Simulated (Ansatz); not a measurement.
Geometry relaxation, with input and output: LiF (part 2 of 2)

Continued. System: LiF (8 atoms in the cell). Method: DFT, PBEsol, plane waves, PAW, no spin polarisation (Ansatz 0.2.0); cutoff 420 eV, 8×8×4 k-mesh, Fermi–Dirac smearing of 0.05 eV. The structure was built on a prototype by a generator.

Geometry of the input (Å; fractional positions):
```
2.7733  -0.0231  -0.0146
-2.8133  4.8997  0.0203
-0.0252  0.0057  4.8223
Li 0.0236  0.0028  -0.0100
Li -0.0171  -0.0132  0.4754
F  0.3285  0.3237  0.2596
F  0.7124  0.1568  0.7364
Li 0.0012  0.5074  0.0032
Li -0.0157  0.4786  0.5080
F  0.3051  0.8095  0.2729
F  0.6943  0.6943  0.7580
```

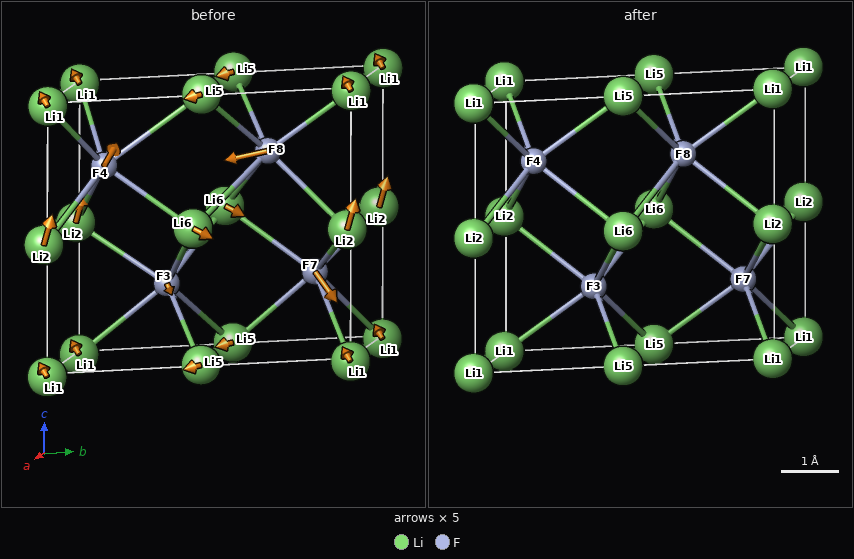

**Figure 1.** Before (left) and after (right) the relaxation, at one scale (ball-and-stick view of the cell of the calculation, seen slightly off an axis). The orange arrows give the displacements (without the part carried along by the change of the cell), magnified 5 times. F8 moves most relative to the cell: 0.16 Å. By element the largest moves are F 0.16 Å, Li 0.13 Å. The drawn cell changes as follows: a 2.773 → 2.787 Å (+0.5 %), b 5.650 → 5.574 Å (−1.3 %), c 4.822 → 4.811 Å (−0.2 %), α 89.6° → 90.0°, β 90.6° → 90.0°, γ 120.3° → 120.0°; the volume changes by −0.8 %. Among the contacts that change: Li1–F7 2.205 → 2.009 Å, F4–Li5 2.153 → 2.009 Å, Li2–F4 2.145 → 2.008 Å, Li1–F8 1.877 → 2.009 Å. Among the angles that change: F3–Li2–F8 168.6° → 180.0°, Li5–F8–Li6 123.0° → 132.8°, F4–Li6–F8 97.5° → 87.8°. The space group (tolerance 0.01 Å) goes from P1 (No. 1) to P6_3/mmc (No. 194). Over 4 geometry steps the energy falls by 28.0 meV per atom. Largest force component: 1 eV/Å at the start, 0.00018 eV/Å at the end. The pressure goes from 0.63 to −0.01 GPa. The basis was re-selected once at an unchanged geometry, which shifts the energy a little without any move. The energy change given includes the shifts at the re-selections in mid-walk, which come without any move. A last SCF at the same geometry on a re-selected plane-wave basis shifts the energy by +0.0 meV per atom. (Atoms are counted from 1 in the order of the input.)

```
basis re-selected at this cell: Δ(F+E_penalty+E_count) = +2.086e-4 eV, ΔP = -0.004 GPa vs the last step (what re-selecting the basis moved, of the pressure what is left beyond the Pulay correction that the steps carried, after the strain that the cell walked since its last selection, with what the two solves' SCF thresholds leave and, on support functions, any second-order correction that the steps lacked; it is no measure of the basis error at this ecutwfc). This SCF's stress stands 2.32e-2 GPa from its target on what of the cell is left free (relax.cell.stress_tol is 5.00e-2 GPa) and its largest allowed force component is 1.83e-4 eV/Å (relax.f_tol is 1.00e-2 eV/Å): within both
SCF converged after 8 iterations
Free energy (F): -4025.877679 eV
Harris-Foulkes:  -4025.877679 eV  (|F-HF|=4.55e-13)
Internal energy: -4025.877679 eV  (E = F + TS)
E sigma→0 (E₀):  -4025.877679 eV
Fermi energy:    5.623735 eV
--- Per-component energies (eV) ---
  E_band       = -466.535493
  E_kinetic    = 919.745040
  E_local      = -2548.821271  (includes V_loc(G=0)·N_el)
  E_nonlocal   = 163.315155
  E_hartree    = 888.386920
  E_xc         = -361.296263
  E_vxc        = -466.480014  (∫ρ·V_xc dr)
  E_paw        = -853.888505  (= ΣΔE_a)
  E_vpaw       = -311.076885  (= ΣTr[D̂ρ^β])
  E_aug_tail   = 0.008642  (compensation charges beyond the density's cutoff)
  E_ewald      = -2233.497168
  E_core_change = 0.169771  (= ΣΔE_core)
  E_smearing   = -0.000000  (= −TS)
  E_closure    = -0.000000  (closes the sum)
  Σ components = -4025.877679   (vs F -4025.877679, Δ=0.00e0)
--- Forces (eV/Å), atoms counted from 1 ---
  atom   1  Li     0.00004081    -0.00010726    -0.00002102
  atom   2  Li    -0.00000927     0.00003980     0.00007391
  atom   3  F     -0.00002019    -0.00003390     0.00006255
  atom   4  F     -0.00000534     0.00011120    -0.00013410
  atom   5  Li    -0.00006078    -0.00007377     0.00009348
  atom   6  Li     0.00011075     0.00018274    -0.00001134
  atom   7  F     -0.00003380    -0.00005900     0.00005391
  atom   8  F     -0.00002212    -0.00005982    -0.00011742
  max |Σ_I F_I| component: 5.58e-8 eV/Å
--- Stress (GPa, compression-positive) ---
        0.002112       0.009555       0.011018
        0.009555      -0.015296      -0.002427
        0.011018      -0.002427      -0.008108
  P = ⅓ Tr σ = -0.0071 GPa (-0.071 kbar)
--- Band table (eV; the first three rows and the last of 132) ---
  k-point 0: bands = ["-39.3526", "-39.2962", "-39.2549", "-39.2161", "-18.8959", "-18.5511", "-18.4147", "-18.1668", "-1.6213", "-1.6105", "-1.4153", "-0.8388", "0.1337", "0.3936", "0.7818", "0.7955", "0.9211", "0.9219", "1.0921", "1.0927", "10.0058", "11.6866", "12.0556", "15.8953", "16.5520", "17.1428", "17.2150", "18.1958"]
  k-point 1: bands = ["-39.3384", "-39.2845", "-39.2693", "-39.2279", "-18.8476", "-18.6039", "-18.3787", "-18.2033", "-1.7103", "-1.6789", "-1.3205", "-0.3989", "0.2250", "0.3591", "0.3700", "0.6919", "0.9468", "0.9476", "1.0679", "1.0686", "10.4612", "11.6781", "12.4392", "15.0163", "16.7995", "17.2565", "17.3458", "18.1832"]
  k-point 2: bands = ["-39.3039", "-39.3039", "-39.2563", "-39.2562", "-18.7280", "-18.7280", "-18.2913", "-18.2912", "-1.8151", "-1.8151", "-0.5378", "-0.5377", "0.1324", "0.1329", "0.4527", "0.4527", "1.0074", "1.0076", "1.0082", "1.0085", "11.2956", "11.2957", "13.5330", "13.5333", "17.3865", "17.3871", "18.0344", "18.0346"]
  k-point 131: bands = ["-39.2563", "-39.2563", "-39.2562", "-39.2562", "-18.2915", "-18.2914", "-18.2911", "-18.2910", "-1.4673", "-1.4672", "-1.4672", "-1.4672", "-0.3653", "-0.3653", "-0.3647", "-0.3647", "0.5032", "0.5032", "0.5039", "0.5039", "13.9466", "13.9468", "13.9474", "13.9476", "16.8055", "16.8057", "16.8073", "16.8075"]
--- Relaxed structure (5 steps of the walk, 5 accepted, 2 SCFs on fresh bases) ---
  F+E_penalty+E_count = -4025.87767942 eV   max|allowed force component| = 1.827e-4 eV/Å   (the final SCF, on the basis selected at the relaxed cell)
  cell:  # Å, volume = 64.7070 Å³
    - [2.7865280889363047, -0.00024503803495222926, -0.0005293011392970438]
    - [-2.786952318257394, 4.827451527922349, 0.000738813866086728]
    - [-0.0009161157732811842, 0.0002021125334460182, 4.810520498497346]
  atoms:
    - { symbol: Li, position: [0.0040545844108858765, -0.00498176633140356, 0.0004498475186780297] }
    - { symbol: Li, position: [0.004019295243504557, -0.005020519257231364, 0.500446526184122] }
    - { symbol: F, position: [0.33738787587790203, 0.3283392545610767, 0.25044891498494576] }
    - { symbol: F, position: [0.6706902710352186, 0.1616568240065441, 0.7504535179707649] }
    - { symbol: Li, position: [0.00407876281833867, 0.49501889057218595, 0.00044400079814739155] }
    - { symbol: Li, position: [0.003987519894488315, 0.4949743029366246, 0.5004475056125312] }
    - { symbol: F, position: [0.33739051736972403, 0.8283400401137533, 0.2504492312092462] }
    - { symbol: F, position: [0.6706952839499388, 0.6616602179984514, 0.7504527155215654] }
```

## File rho_z.tsv
```
# z_ang	rho[e/angstrom^3]
# format = ansatz-planar-average/11
# lattice	2.786528089	-0.000245038	-0.000529301
# lattice	-2.786952318	4.827451528	0.000738814
# lattice	-0.000916116	0.000202113	4.810520498
# sites	8
# site	3	0.025181746	-0.024050138	0.002158174
# site	3	0.024733360	-0.024136152	2.407402436
# site	9	0.024845506	1.585009782	1.204853641
# site	9	1.417679916	0.780377813	3.609836469
# site	3	-1.368228864	2.389678790	0.002499443
# site	3	-1.368816913	2.389564625	2.407776567
# site	9	-1.368625482	3.998739338	1.205224568
# site	9	0.024208268	3.194119960	3.610202015
0.000000	5.703322e-1
0.133626	5.064186e-1
0.267251	3.649696e-1
0.400877	2.593940e-1
0.534502	2.644100e-1
0.668128	3.909818e-1
0.801753	6.317603e-1
0.935379	9.478350e-1
1.069005	1.228449e0
1.202630	1.343480e0
1.336256	1.235343e0
1.469881	9.582204e-1
1.603507	6.412069e-1
1.737132	3.970403e-1
1.870758	2.666422e-1
2.004384	2.576543e-1
2.138009	3.604268e-1
2.271635	5.025141e-1
2.405260	5.703288e-1
2.538886	5.064152e-1
2.672511	3.649644e-1
2.806137	2.593849e-1
2.939763	2.643939e-1
3.073388	3.909535e-1
3.207014	6.317174e-1
3.340639	9.477876e-1
3.474265	1.228417e0
3.607890	1.343479e0
3.741516	1.235374e0
3.875142	9.582677e-1
4.008767	6.412502e-1
4.142393	3.970691e-1
4.276018	2.666589e-1
4.409644	2.576644e-1
4.543269	3.604332e-1
4.676895	5.025185e-1
```

## File v_z.tsv
```
# z_ang	v_es[eV]	v_tot[eV]
# format = ansatz-planar-average/11
# xc	pbesol
# density_cutoff_ev	1680
# datasets	Li=:simpson_from_first_knot:soft	F=:simpson_from_first_knot:soft:shift=-301354
# lattice	2.786528089	-0.000245038	-0.000529301
# lattice	-2.786952318	4.827451528	0.000738814
# lattice	-0.000916116	0.000202113	4.810520498
# sites	8
# site	3	0.025181746	-0.024050138	0.002158174
# site	3	0.024733360	-0.024136152	2.407402436
# site	9	0.024845506	1.585009782	1.204853641
# site	9	1.417679916	0.780377813	3.609836469
# site	3	-1.368228864	2.389678790	0.002499443
# site	3	-1.368816913	2.389564625	2.407776567
# site	9	-1.368625482	3.998739338	1.205224568
# site	9	0.024208268	3.194119960	3.610202015
0.000000	5.668702e-1	-7.363869e0
0.133626	9.357404e-1	-7.063339e0
0.267251	1.848688e0	-6.356267e0
0.400877	3.164291e0	-5.348479e0
0.534502	4.020556e0	-5.016371e0
0.668128	3.440231e0	-6.395479e0
0.801753	2.053469e0	-8.703006e0
0.935379	5.906789e-1	-1.094829e1
1.069005	-3.653445e-1	-1.238718e1
1.202630	-6.736123e-1	-1.287503e1
1.336256	-3.849747e-1	-1.241759e1
1.469881	5.493467e-1	-1.101002e1
1.603507	2.004031e0	-8.781461e0
1.737132	3.402627e0	-6.462133e0
1.870758	4.024226e0	-5.034718e0
2.004384	3.207215e0	-5.318201e0
2.138009	1.885531e0	-6.327774e0
2.271635	9.580802e-1	-7.045675e0
2.405260	5.667801e-1	-7.363871e0
2.538886	9.356485e-1	-7.063341e0
2.672511	1.848614e0	-6.356243e0
2.806137	3.164229e0	-5.348418e0
2.939763	4.020683e0	-5.016096e0
3.073388	3.440507e0	-6.395052e0
3.207014	2.053737e0	-8.702606e0
3.340639	5.908905e-1	-1.094799e1
3.474265	-3.652423e-1	-1.238703e1
3.607890	-6.736150e-1	-1.287504e1
3.741516	-3.850822e-1	-1.241775e1
3.875142	5.491292e-1	-1.101033e1
4.008767	2.003755e0	-8.781868e0
4.142393	3.402338e0	-6.462573e0
4.276018	4.024078e0	-5.035016e0
4.409644	3.207261e0	-5.318282e0
4.543269	1.885595e0	-6.327810e0
4.676895	9.581659e-1	-7.045680e0
```

## Trajectory as extended XYZ (Å, eV, eV/Å), 7 frames, from step=1 to step=7
```
8
Lattice="2.7733 -0.0231 -0.0146 -2.8133 4.8997 0.0203 -0.0252 0.0057 4.8223" Properties=species:S:1:pos:R:3:forces:R:3 step=1 energy=-4025.65369 pressure_GPa=0.63
Li    0.0576    0.0133   -0.0484    0.0564  -0.0046  -0.1387
Li   -0.0222   -0.0616    2.2926    0.0735  -0.0913   0.5077
F    -0.0062    1.5801    1.2535    0.0460  -0.0858  -0.4196
F     1.5159    0.7562    3.5441   -0.3772   0.5904   0.4664
Li   -1.4243    2.4863    0.0259    0.0659   0.0921   0.0725
Li   -1.4028    2.3481    2.4594    0.0450   0.2323  -0.0579
F    -1.4380    3.9608    1.3281    0.0001   0.2699  -0.6301
F    -0.0468    3.3901    3.6594    0.0903  -1.0030   0.1996
8
Lattice="2.8042 -0.0030 -0.0108 -2.8097 4.8280 0.0149 -0.0188 0.0040 4.8238" Properties=species:S:1:pos:R:3:forces:R:3 step=2 energy=-4025.80022 pressure_GPa=0.12
Li    0.0441   -0.0033   -0.0764    0.0620   0.1382   0.1075
Li   -0.0301   -0.0697    2.3391    0.0735   0.0476   0.2066
F     0.0279    1.5484    1.2334   -0.0139   0.1233  -0.2109
F     1.5073    0.8014    3.5763   -0.2702   0.1075   0.2680
Li   -1.4052    2.4542    0.0463    0.0467  -0.1009  -0.1124
Li   -1.3875    2.3332    2.4227    0.0152   0.0750   0.1250
F    -1.4192    3.9616    1.2973    0.0108  -0.0086  -0.3858
F    -0.0115    3.2710    3.6725    0.0760  -0.3821   0.0020
8
Lattice="2.7852 -0.0032 -0.0043 -2.7907 4.8437 0.0074 -0.0075 0.0031 4.8153" Properties=species:S:1:pos:R:3:forces:R:3 step=3 energy=-4025.87788 pressure_GPa=-0.19
Li    0.0314   -0.0153   -0.0019   -0.0068  -0.0090   0.0020
Li    0.0159   -0.0318    2.4045    0.0074   0.0083   0.0137
F     0.0215    1.5909    1.2080    0.0003  -0.0011  -0.0075
F     1.4131    0.7818    3.6103   -0.0060   0.0069   0.0089
Li   -1.3690    2.4067    0.0092    0.0008  -0.0073  -0.0043
Li   -1.3765    2.3898    2.4169    0.0025   0.0106  -0.0016
F    -1.3742    4.0127    1.2128    0.0002  -0.0014  -0.0150
F     0.0153    3.2053    3.6167    0.0015  -0.0069   0.0037
8
Lattice="2.7850 -0.0022 -0.0029 -2.7889 4.8333 0.0039 -0.0049 0.0010 4.8122" Properties=species:S:1:pos:R:3:forces:R:3 step=4 energy=-4025.87920 pressure_GPa=0.01
Li    0.0255   -0.0233    0.0021   -0.0002  -0.0007   0.0006
Li    0.0225   -0.0245    2.4083    0.0001   0.0006  -0.0007
F     0.0228    1.5866    1.2056    0.0001  -0.0001  -0.0002
F     1.4133    0.7804    3.6100   -0.0003   0.0004   0.0003
Li   -1.3688    2.3935    0.0040   -0.0005  -0.0012   0.0006
Li   -1.3722    2.3920    2.4102    0.0007   0.0012  -0.0005
F    -1.3717    4.0032    1.2075    0.0002   0.0001   0.0001
F     0.0188    3.1971    3.6120    0.0000  -0.0002  -0.0002
8
Lattice="2.7850 -0.0022 -0.0029 -2.7889 4.8333 0.0039 -0.0049 0.0010 4.8122" Properties=species:S:1:pos:R:3:forces:R:3 step=5 energy=-4025.87762 pressure_GPa=-0.05
Li    0.0255   -0.0233    0.0021   -0.0002  -0.0007   0.0006
Li    0.0225   -0.0245    2.4083    0.0001   0.0006  -0.0007
F     0.0228    1.5866    1.2056    0.0001  -0.0001  -0.0002
F     1.4133    0.7804    3.6100   -0.0003   0.0004   0.0003
Li   -1.3688    2.3935    0.0040   -0.0005  -0.0012   0.0006
Li   -1.3722    2.3920    2.4102    0.0007   0.0012  -0.0005
F    -1.3717    4.0032    1.2075    0.0002   0.0001   0.0001
F     0.0188    3.1971    3.6120    0.0000  -0.0002  -0.0001
8
Lattice="2.7865 -0.0002 -0.0005 -2.7870 4.8275 0.0007 -0.0009 0.0002 4.8105" Properties=species:S:1:pos:R:3:forces:R:3 step=6 energy=-4025.87789 pressure_GPa=-0.00
Li    0.0252   -0.0240    0.0022    0.0000  -0.0001   0.0000
Li    0.0247   -0.0241    2.4074    0.0000   0.0000   0.0001
F     0.0248    1.5850    1.2049    0.0000   0.0000   0.0001
F     1.4177    0.7804    3.6098    0.0000   0.0001  -0.0001
Li   -1.3682    2.3897    0.0025   -0.0001  -0.0001   0.0001
Li   -1.3688    2.3896    2.4078    0.0001   0.0002   0.0000
F    -1.3686    3.9987    1.2052    0.0000  -0.0001   0.0001
F     0.0242    3.1941    3.6102    0.0000  -0.0001  -0.0001
8
Lattice="2.7865 -0.0002 -0.0005 -2.7870 4.8275 0.0007 -0.0009 0.0002 4.8105" Properties=species:S:1:pos:R:3:forces:R:3 step=7 energy=-4025.87768 pressure_GPa=-0.01
Li    0.0252   -0.0240    0.0022    0.0000  -0.0001   0.0000
Li    0.0247   -0.0241    2.4074    0.0000   0.0000   0.0001
F     0.0248    1.5850    1.2049    0.0000   0.0000   0.0001
F     1.4177    0.7804    3.6098    0.0000   0.0001  -0.0001
Li   -1.3682    2.3897    0.0025   -0.0001  -0.0001   0.0001
Li   -1.3688    2.3896    2.4078    0.0001   0.0002   0.0000
F    -1.3686    3.9987    1.2052    0.0000  -0.0001   0.0001
F     0.0242    3.1941    3.6102    0.0000  -0.0001  -0.0001
```

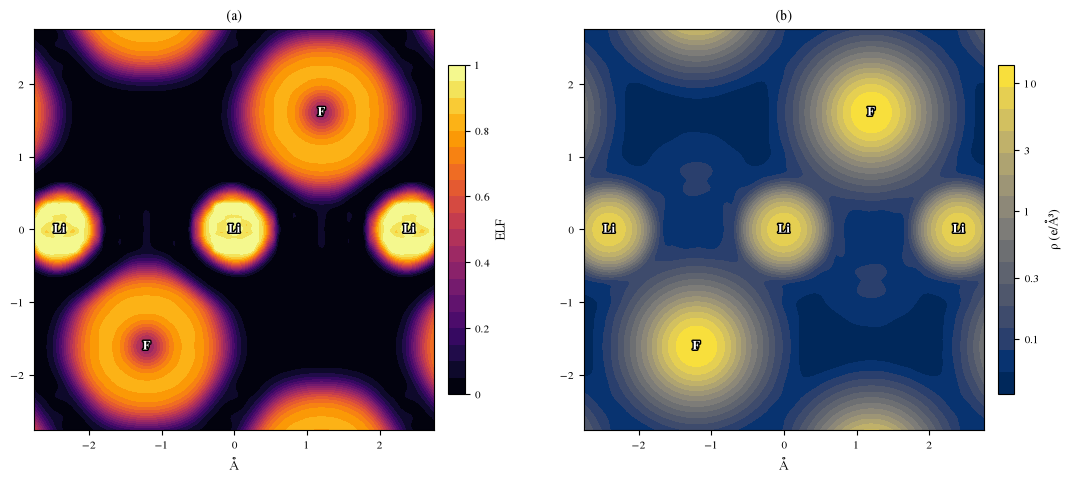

**Figure 2.** (a) ELF; (b) valence electron density on the (11̄0) plane of the calculation cell. Atoms in the plane: Li and F. Li–F (2.01 Å): ρ at the midpoint is about 0.27 e/Å³; the ELF is about 0.40 at the midpoint. Away from the nuclei the density in this plane falls to 0.04 e/Å³ at its lowest. The strong features right at Li lie inside the PAW spheres (semicore, d or f shells) and say nothing about bonding. Core electrons are frozen (PAW), so the fields are smoothed inside the atomic spheres.

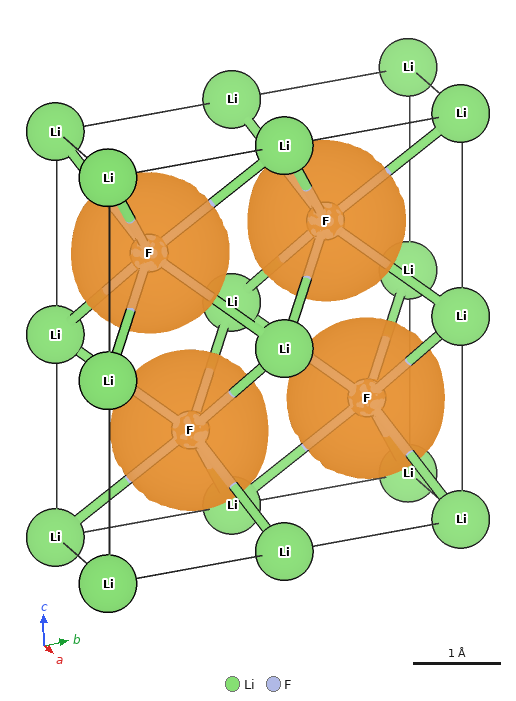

**Figure 3.** Isosurface of the ELF at 0.6 (orange), seen slightly off an axis. Core shells and regions of very low density are left out. Sticks mark near contacts. The outline is the calculation cell. Along the contacts the grid gives the following. Li–F (2.01 Å): the ELF is about 0.40 at the midpoint.

## Key numbers

```csv
quantity,value
outcome,converged
space group (tolerance 0.01 Å),P1 (1) → P6₃/mmc (194)
electrons treated,40
free energy,−4025.8777 eV
Fermi energy,5.624 eV
gap on the k-point mesh,8.91 eV
pressure,−0.01 GPa
final volume,64.71 Å³
largest force (length of the vector) at the end,under 0.001 eV/Å
final cell,"a = 2.787 Å, b = 5.574 Å, c = 4.811 Å, α = 89.98°, β = 90.02°, γ = 120.00°"
wall time,68 s (CPU time 2.2 min)
peak memory,0.46 GiB
```
